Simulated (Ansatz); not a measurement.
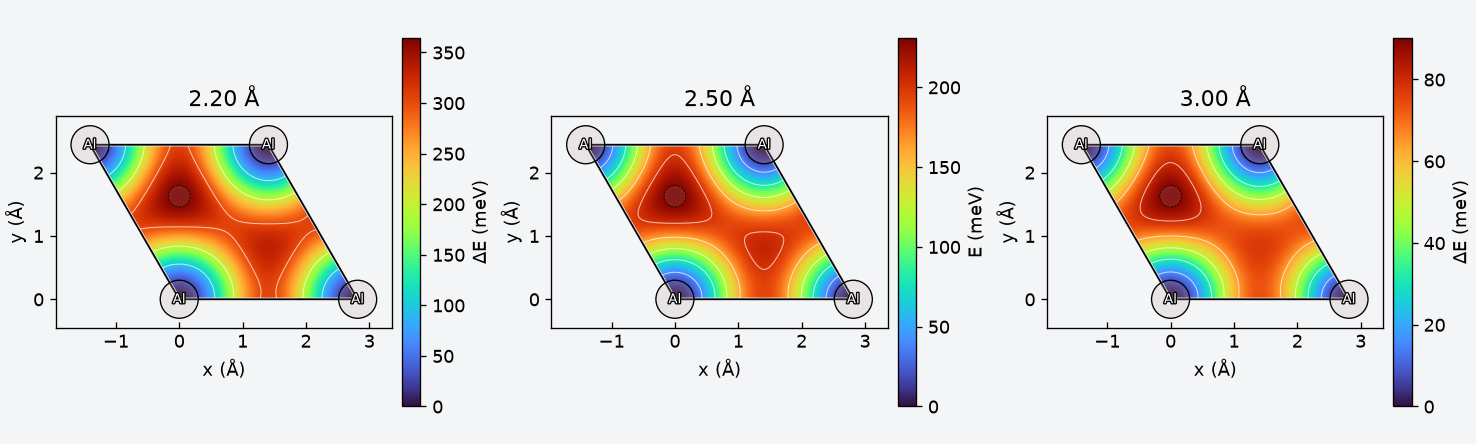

Three maps of one series, each from its own lowest grid point and on its own colour scale; the height changes from map to map. H on an Al(111) slab cut from the Fm-3m phase, its upper half relaxed before the scan (12 atoms of substrate and one adsorbate in a 2 × 2 cell). H is moved over the surface cell at a fixed height above a rigid substrate; the origin of the map has the adsorbate above Al9. Places are given modulo a cell vector. The map is drawn in real space over the plane of the surface. The grid has 6 × 6 points. Places are given in fractions of the 1 × 1 surface cell. All energies are given in meV relative to the lowest grid point. The runs have no spin polarisation, so an open-shell adsorbate far from the surface lies too high. At a fixed height the lowest place need not be the adsorption site. Level of theory: DFT PBE+D3(BJ), scalar-relativistic, plane waves, PAW in Ansatz 0.2.0. Settings: cutoff 420 eV, k-mesh 6×6×1, gaussian smearing 0.1 eV, no spin polarisation.

The picture shows a smooth colour map with a few white contour lines, labelled circles for the atoms of the top layer and small ones for the second layer, the outline of one cell of the plane. Between grid points the surface is interpolated.

The span runs from the lowest to the highest grid point; passes are read from the interpolated surfaces.

| height | lowest grid point | span (meV) | easiest pass (meV) |
| --- | --- | --- | --- |
| 2.20 Å | the top site over a surface Al atom | 365 | 310 |
| 2.50 Å | the top site over a surface Al atom | 231 | 193 |
| 3.00 Å | the top site over a surface Al atom | 90 | 73 |

One more map of the series was computed, for the height 3.10 Å. What do you expect for it?

A straight line of ln(span) against the height through the 3 maps has the slope −1.8 per Å (a decay length of 0.57 Å) and gives 77 meV at 3.10 Å. The computed span is 73.4 meV, below the fit by 5 %. The lowest grid point is the top site over a surface Al atom, as for 2.20 Å, 2.50 Å and 3.00 Å. The easiest pass out of the lowest well is about 59 meV.

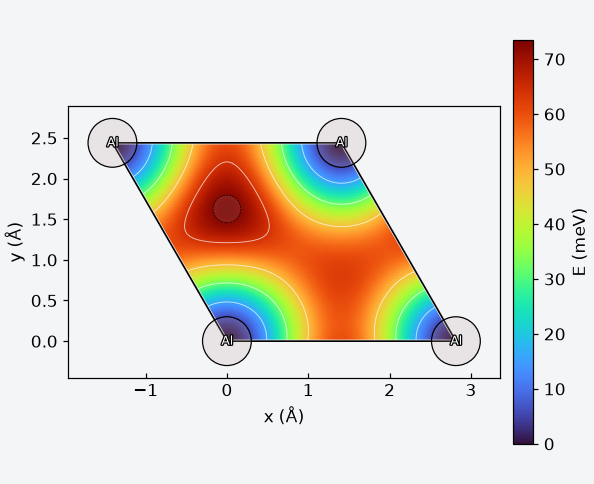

The map for 3.10 Å.

PAW datasets: the set soft_1.
